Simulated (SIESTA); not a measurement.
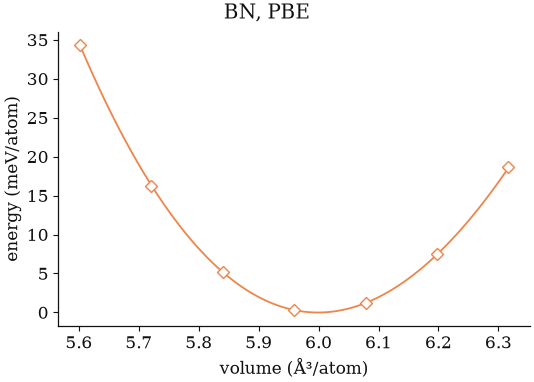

The plot gives the computed energy against volume for BN, space group F-43m (No. 216).

Structure:
```
CELL_PARAMETERS angstrom
0.00000 1.81300 1.81300
1.81300 0.00000 1.81300
1.81300 1.81300 0.00000
ATOMIC_POSITIONS crystal
N 0.25000 0.25000 0.25000
B 0.00000 0.00000 0.00000
```

Computed with SIESTA 5.4.2: DFT in numerical atomic orbitals with pseudopotentials, no spin polarisation; energies at scaled volumes of the given cell, shape and fractions fixed, counted from the fit's minimum, third-order Birch-Murnaghan fit. Level: PBE.

- k mesh: 13×13×13
- occupations: Fermi–Dirac
- smearing width: 0.05 eV
- potentials: PseudoDojo 0.4 standard, converted to PSML, two zetas on semicore shells
- program settings: basis DZP, mesh cutoff 800 Ry

This calculation gives: equilibrium volume 6.00 Å³/atom and bulk modulus 380 GPa.

Now the level changes from PBE to LDA. What happens?

The equilibrium volume falls from 6.00 to 5.79 Å³/atom (−3.5 %) and the bulk modulus rises from 380 to 406 GPa (+6.8 %). As usual, the local density approximation binds more tightly than this gradient-corrected functional.

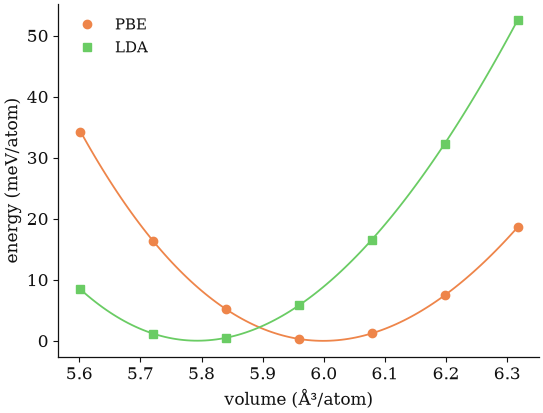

The two results together.

For both, limits of the calculation: mulliken charges of long orbitals.

V0 and the bulk modulus come from third-order Birch–Murnaghan fits.
